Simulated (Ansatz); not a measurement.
# Geometry relaxation of Ru (part 2 of 2)

Continued. System: Ru (slab, 5 atoms in the cell). Method: DFT PBE, scalar-relativistic, plane waves, PAW, PAW set soft_1, no spin polarisation (Ansatz 0.2.0); cutoff 420 eV, 12×12×1 k-mesh, Gaussian smearing of 0.1 eV. The structure derives from an entry of the Crystallography Open Database. The input holds or restrains some coordinates. Forces given for the steps count only the free coordinates.

Geometry of the input (Å; fractional positions):
```
2.7198  0.0000  0.0000
-1.3599  2.3554  0.0000
0.0000  0.0000  22.5933
Ru 0.6667  0.3333  0.3098
Ru 0.3333  0.6667  0.4049
Ru 0.6667  0.3333  0.5000
Ru 0.3333  0.6667  0.5951
Ru 0.6667  0.3333  0.6902
```

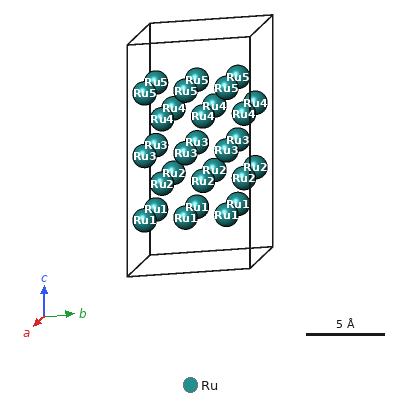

*The geometry at step 2 of the log (spheres-only view of the 2 × 3 repeat of the cell, with the vacuum cut short, seen slightly off an axis; atoms are numbered from 1 in the order of the input).*

### Output, continued
```
SCF iter   1: F=—  HF=-29391.542305 eV  |F-HF|=—  |Δ(HF+E_count)|=         —  Δρ=3.83e-3  dr2=1.09e-1  ethr=1.78e-3  p=0.004 e·Å  D=5.07e-3 V/Å  ΔV_dip=-0.11 eV  dr2_dipole=3.65e-2  V_vac-E_F(+/−)=4.95/5.07 eV  ⟨swp⟩=3.1  Hψ=1688  notcnv=0  defer=33
efield: sawtooth ramp at fractional position 0.9800 (handed on by an earlier solve), width 0.0400; the density the first Hamiltonian is built on has a dipole p = 0.004 e·Å; the dipole correction subtracts the counter field D = 5.07e-3 V/Å, which shifts the + side's vacuum level by -0.11 eV against the − side's; the planar-averaged density in the ramp window peaks in size at 4.0e-6 e/Å³
preconditioner: auto → LDOS  [metal: Δε(μ)=0.012 eV  Ē_g=4.542 eV  σ=0.100 eV  W_gap=0.07  n_scr=16 (ndim 8)  ℏωp=19.5 eV  f_vac=0.469  D(μ)=6.40/eV (n_scr^D=62)  β→1.0]
SCF iter   2: F=—  HF=-29391.540460 eV  |F-HF|=—  |Δ(HF+E_count)|=   1.85e-3  Δρ=1.30e-3  dr2=2.01e-2  ethr=1.36e-4  p=0.004 e·Å  D=5.12e-3 V/Å  ΔV_dip=-0.12 eV  dr2_dipole=1.26e-2  V_vac-E_F(+/−)=4.95/5.07 eV  ⟨swp⟩=1.4  Hψ=1103  notcnv=0  defer=33
SCF iter   3: F=—  HF=-29391.539930 eV  |F-HF|=—  |Δ(HF+E_count)|=   5.29e-4  Δρ=1.28e-3  dr2=3.75e-3  ethr=2.52e-5  p=0.003 e·Å  D=3.51e-3 V/Å  ΔV_dip=-0.08 eV  dr2_dipole=8.40e-5  V_vac-E_F(+/−)=4.98/5.05 eV  ⟨swp⟩=2.6  Hψ=1664  notcnv=0  defer=33
SCF iter   4: F=—  HF=-29391.539041 eV  |F-HF|=—  |Δ(HF+E_count)|=   8.89e-4  Δρ=2.69e-4  dr2=2.43e-4  ethr=4.68e-6  p=0.003 e·Å  D=3.74e-3 V/Å  ΔV_dip=-0.08 eV  dr2_dipole=1.82e-5  V_vac-E_F(+/−)=4.97/5.06 eV  ⟨swp⟩=2.4  Hψ=1545  notcnv=0  defer=33
SCF iter   5: F=-29391.538983 eV  HF=-29391.538990 eV  |F-HF|=6.56e-6  |Δ(HF+E_count)|=   5.09e-5  Δρ=6.13e-5  dr2=8.52e-6  ethr=2.09e-8  p=0.003 e·Å  D=3.72e-3 V/Å  ΔV_dip=-0.08 eV  dr2_dipole=4.56e-6  V_vac-E_F(+/−)=4.97/5.06 eV  ⟨swp⟩=11.2  Hψ=5310  notcnv=0
SCF 3 converged in 5 iterations: F = -29391.538983 eV  dr2 = 8.52e-6
relax step   3: F+E_penalty+E_count = -29391.53898349 eV  Δ(F+E_penalty+E_count) = -1.191e-2 eV  max|allowed force component| = 3.814e-2 eV/Å  Δτ_max = 0.0508 Å  (5 SCF iters, dr2 threshold 1.67e-5 eV, accepted)
SCF iter   1: F=—  HF=-29391.539076 eV  |F-HF|=—  |Δ(HF+E_count)|=         —  Δρ=3.34e-4  dr2=3.53e-4  ethr=1.26e-5  p=0.003 e·Å  D=3.72e-3 V/Å  ΔV_dip=-0.08 eV  dr2_dipole=4.04e-5  V_vac-E_F(+/−)=4.97/5.06 eV  ⟨swp⟩=2.0  Hψ=1538  notcnv=0  defer=16
efield: sawtooth ramp at fractional position 0.9800 (handed on by an earlier solve), width 0.0400; the density the first Hamiltonian is built on has a dipole p = 0.003 e·Å; the dipole correction subtracts the counter field D = 3.72e-3 V/Å, which shifts the + side's vacuum level by -0.08 eV against the − side's; the planar-averaged density in the ramp window peaks in size at 4.5e-6 e/Å³
preconditioner: auto → LDOS  [metal: Δε(μ)=0.044 eV  Ē_g=4.537 eV  σ=0.100 eV  W_gap=0.24  n_scr=16 (ndim 8)  ℏωp=19.5 eV  f_vac=0.468  D(μ)=6.42/eV (n_scr^D=62)  β→1.0]
SCF iter   2: F=—  HF=-29391.539067 eV  |F-HF|=—  |Δ(HF+E_count)|=   9.23e-6  Δρ=1.71e-4  dr2=1.45e-4  ethr=4.41e-7  p=0.003 e·Å  D=3.44e-3 V/Å  ΔV_dip=-0.08 eV  dr2_dipole=6.89e-5  V_vac-E_F(+/−)=4.98/5.06 eV  ⟨swp⟩=2.0  Hψ=1448  notcnv=0  defer=17
SCF iter   3: F=—  HF=-29391.539057 eV  |F-HF|=—  |Δ(HF+E_count)|=   9.99e-6  Δρ=6.58e-5  dr2=1.14e-5  ethr=1.81e-7  p=0.003 e·Å  D=3.54e-3 V/Å  ΔV_dip=-0.08 eV  dr2_dipole=5.63e-7  V_vac-E_F(+/−)=4.98/5.06 eV  ⟨swp⟩=2.0  Hψ=1263  notcnv=0  defer=17
SCF iter   4: F=—  HF=-29391.539058 eV  |F-HF|=—  |Δ(HF+E_count)|=   1.45e-6  Δρ=2.17e-5  dr2=1.56e-6  ethr=1.43e-8  p=0.003 e·Å  D=3.47e-3 V/Å  ΔV_dip=-0.08 eV  dr2_dipole=1.94e-7  V_vac-E_F(+/−)=4.98/5.06 eV  ⟨swp⟩=3.0  Hψ=1703  notcnv=0  defer=17
SCF iter   5: F=—  HF=-29391.539058 eV  |F-HF|=—  |Δ(HF+E_count)|=   1.52e-7  Δρ=6.74e-6  dr2=2.82e-7  ethr=1.95e-9  p=0.003 e·Å  D=3.46e-3 V/Å  ΔV_dip=-0.08 eV  dr2_dipole=9.51e-8  V_vac-E_F(+/−)=4.98/5.06 eV  ⟨swp⟩=2.2  Hψ=1270  notcnv=0  defer=17
SCF iter   6: F=-29391.539058 eV  HF=-29391.539058 eV  |F-HF|=1.56e-9  |Δ(HF+E_count)|=   3.08e-8  Δρ=1.85e-6  dr2=2.04e-8  ethr=1.25e-10  p=0.003 e·Å  D=3.45e-3 V/Å  ΔV_dip=-0.08 eV  dr2_dipole=2.76e-9  V_vac-E_F(+/−)=4.98/5.06 eV  ⟨swp⟩=8.9  Hψ=4035  notcnv=0
SCF 4 converged in 6 iterations: F = -29391.539058 eV  dr2 = 2.04e-8
relax step   4: F+E_penalty+E_count = -29391.53905834 eV  Δ(F+E_penalty+E_count) = -7.484e-5 eV  max|allowed force component| = 5.271e-3 eV/Å  Δτ_max = 0.0042 Å  (6 SCF iters, accepted)
SCF converged after 6 iterations
Free energy (F): -29391.539058 eV
Harris-Foulkes:  -29391.539058 eV  (|F-HF|=1.56e-9)
Internal energy: -29391.507021 eV  (E = F + TS)
E sigma→0 (E₀):  -29391.523040 eV
Entropy (-TS):   -0.032037 eV (-6.407 meV/atom)
Fermi energy:    8.353628 eV
Dipole field:    D = 0.003532 V/Å  (p = 0.002825 e·Å, saw-weighted, corrected)
Work function:   Φ+ = 4.9783 eV   Φ− = 5.0581 eV
Levels:          The Fermi level and band energies are counted from a zero that moves with the ramp; work functions are not
--- Per-component energies (eV) ---
  E_band       = -1467.125969
  E_kinetic    = 2292.513083
  E_local      = -103081.938688  (includes V_loc(G=0)·N_el)
  E_nonlocal   = 2066.434554
  E_hartree    = 49877.918571
  E_xc         = -845.640538
  E_vxc        = -1068.909047  (∫ρ·V_xc dr)
  E_paw        = -17508.127685  (= ΣΔE_a)
  E_vpaw       = -1431.087282  (= ΣTr[D̂ρ^β])
  E_aug_tail   = 0.003188  (compensation charges beyond the density's cutoff)
  E_efield     = 0.000005  (sawtooth field / dipole correction)
  E_vefield    = 0.002293  (∫n·V_field dr)
  E_ewald      = 37807.330488
  E_smearing   = -0.032037  (= −TS)
  E_closure    = 0.000000  (closes the sum)
  Σ components = -29391.539058   (vs F -29391.539058, Δ=0.00e0)
--- Forces (eV/Å), atoms counted from 1 ---
  atom   1  Ru    -0.00000000     0.00000000     0.67555767
  atom   2  Ru     0.00000000     0.00000000    -0.68026709
  atom   3  Ru     0.00000000    -0.00000000     0.00014813
  atom   4  Ru    -0.00000000     0.00000000     0.00527083
  atom   5  Ru    -0.00000000     0.00000000    -0.00072433
  max |Σ_I F_I| component: 1.48e-5 eV/Å
--- Band table (eV; the first three rows and the last of 19) ---
  k-point 0: bands = ["-64.8665", "-64.8076", "-64.6908", "-64.3875", "-64.3308", "-35.2267", "-34.9753", "-34.5492", "-34.4411", "-34.4411", "-34.3872", "-34.3872", "-34.2872", "-34.2872", "-34.2279", "-34.1508", "-33.9714", "-33.9714", "-33.9112", "-33.9112", "0.7296", "1.6668", "2.2650", "2.6346", "2.7606", "5.5310", "5.5310", "5.5854", "5.5854", "5.7079", "5.7643", "5.9105", "5.9105", "6.1141", "6.2260", "6.2260", "6.4760", "6.4760", "7.1131", "7.3629", "7.3629", "8.1316", "8.1316", "8.7355", "8.9279", "8.9279", "9.4072", "9.4072"]
  k-point 1: bands = ["-64.8583", "-64.8001", "-64.6857", "-64.3815", "-64.3245", "-35.2082", "-34.9686", "-34.5816", "-34.4820", "-34.4549", "-34.4068", "-34.3999", "-34.3480", "-34.2960", "-34.2125", "-34.1580", "-34.0144", "-33.9819", "-33.9561", "-33.9220", "0.9743", "1.9002", "2.4688", "2.8637", "2.9883", "5.2545", "5.3422", "5.3904", "5.7007", "5.7024", "5.7489", "5.9380", "5.9735", "6.0869", "6.2175", "6.3494", "6.4162", "6.6532", "6.9712", "7.2725", "7.3031", "7.8554", "8.0737", "8.2553", "8.4092", "8.8928", "9.2668", "9.4278"]
  k-point 2: bands = ["-64.8358", "-64.7797", "-64.6720", "-64.3649", "-64.3074", "-35.1572", "-34.9575", "-34.6909", "-34.6033", "-34.4924", "-34.4738", "-34.4340", "-34.4274", "-34.3206", "-34.2182", "-34.1806", "-34.1192", "-34.0709", "-34.0107", "-33.9516", "1.6284", "2.4750", "2.9466", "3.4069", "3.5160", "4.7569", "4.8683", "4.9326", "5.3247", "5.5664", "5.7514", "6.0946", "6.1185", "6.1310", "6.5322", "6.5652", "6.5853", "6.6102", "6.9298", "7.1413", "7.3223", "7.4294", "7.8989", "8.0281", "8.6808", "8.8190", "9.4617", "9.7045"]
  k-point 18: bands = ["-64.7263", "-64.6726", "-64.6155", "-64.2851", "-64.2249", "-35.0565", "-35.0207", "-34.9903", "-34.9325", "-34.9004", "-34.8103", "-34.7269", "-34.6135", "-34.5157", "-34.4379", "-34.3844", "-34.3496", "-34.3095", "-34.2385", "-34.1866", "3.0406", "3.7209", "3.7996", "3.8021", "4.0232", "4.4199", "4.4370", "4.5820", "4.6132", "5.4908", "5.6933", "5.7571", "6.1912", "6.2298", "6.2947", "6.3243", "7.1466", "7.2681", "8.1424", "8.9388", "8.9974", "9.2073", "9.3708", "9.4165", "9.5181", "15.6371", "15.6384", "15.6457"]
--- Relaxed structure (4 steps of the walk, 4 accepted, 0 SCFs on fresh bases) ---
  F+E_penalty+E_count = -29391.53905834 eV   max|allowed force component| = 5.271e-3 eV/Å
  atoms:
    - { symbol: Ru, position: [0.6666666666666667, 0.3333333333333334, 0.3098260966] }
    - { symbol: Ru, position: [0.33333333333333337, 0.6666666666666667, 0.4049130483] }
    - { symbol: Ru, position: [0.6666666666666667, 0.3333333333333334, 0.5000314369672075] }
    - { symbol: Ru, position: [0.33333333333333337, 0.6666666666666667, 0.5958049794557077] }
    - { symbol: Ru, position: [0.6666666666666667, 0.3333333333333334, 0.6876364303831107] }
```

### Trajectory as extended XYZ (Å, eV, eV/Å), 4 frames, from step=1 to step=4
```
5
Lattice="2.7198 0.0000 0.0000 -1.3599 2.3554 0.0000 0.0000 0.0000 22.5933" Properties=species:S:1:pos:R:3:forces:R:3 step=1 energy=-29391.51350
Ru    1.3599    0.7851    7.0000    0.0000   0.0000   0.6613
Ru    0.0000    1.5703    9.1483    0.0000   0.0000  -0.6814
Ru    1.3599    0.7851   11.2967    0.0000   0.0000   0.0000
Ru    0.0000    1.5703   13.4450    0.0000   0.0000   0.6814
Ru    1.3599    0.7851   15.5933    0.0000   0.0000  -0.6613
5
Lattice="2.7198 0.0000 0.0000 -1.3599 2.3554 0.0000 0.0000 0.0000 22.5933" Properties=species:S:1:pos:R:3:forces:R:3 step=2 energy=-29391.52708
Ru    1.3599    0.7851    7.0000    0.0000   0.0000   0.6827
Ru    0.0000    1.5703    9.1483    0.0000   0.0000  -0.6725
Ru    1.3599    0.7851   11.3020    0.0000   0.0000  -0.1679
Ru    0.0000    1.5703   13.4557    0.0000   0.0000  -0.3589
Ru    1.3599    0.7851   15.4862    0.0000   0.0000   0.5171
5
Lattice="2.7198 0.0000 0.0000 -1.3599 2.3554 0.0000 0.0000 0.0000 22.5933" Properties=species:S:1:pos:R:3:forces:R:3 step=3 energy=-29391.53898
Ru    1.3599    0.7851    7.0000    0.0000   0.0000   0.6805
Ru    0.0000    1.5703    9.1483    0.0000   0.0000  -0.6611
Ru    1.3599    0.7851   11.2999    0.0000   0.0000  -0.0107
Ru    0.0000    1.5703   13.4654    0.0000   0.0000  -0.0381
Ru    1.3599    0.7851   15.5370    0.0000   0.0000   0.0288
5
Lattice="2.7198 0.0000 0.0000 -1.3599 2.3554 0.0000 0.0000 0.0000 22.5933" Properties=species:S:1:pos:R:3:forces:R:3 step=4 energy=-29391.53906
Ru    1.3599    0.7851    7.0000    0.0000   0.0000   0.6756
Ru    0.0000    1.5703    9.1483    0.0000   0.0000  -0.6803
Ru    1.3599    0.7851   11.2974    0.0000   0.0000   0.0001
Ru    0.0000    1.5703   13.4612    0.0000   0.0000   0.0053
Ru    1.3599    0.7851   15.5360    0.0000   0.0000  -0.0007
```

### Key numbers

| quantity | value |
| --- | --- |
| outcome | converged under the restraints of the input |
| electrons treated | 80 |
| free energy | −29391.5391 eV |
| work function, top face | 4.98 eV |
| work function, bottom face | 5.06 eV |
| Fermi energy | 8.354 eV |
| gap on the k-point mesh | none (metallic) |
| final volume | 144.74 Å³ |
| work function (upper face) | 4.98 eV |
| largest force (length of the vector) at the end, held atoms and coordinates included | 0.680 eV/Å |
| hardware | 2 threads of Arm Neoverse N1, 98 GiB of memory available, shared host |
| wall time | 47 s (CPU time 92 s) |
| peak memory | 0.41 GiB |
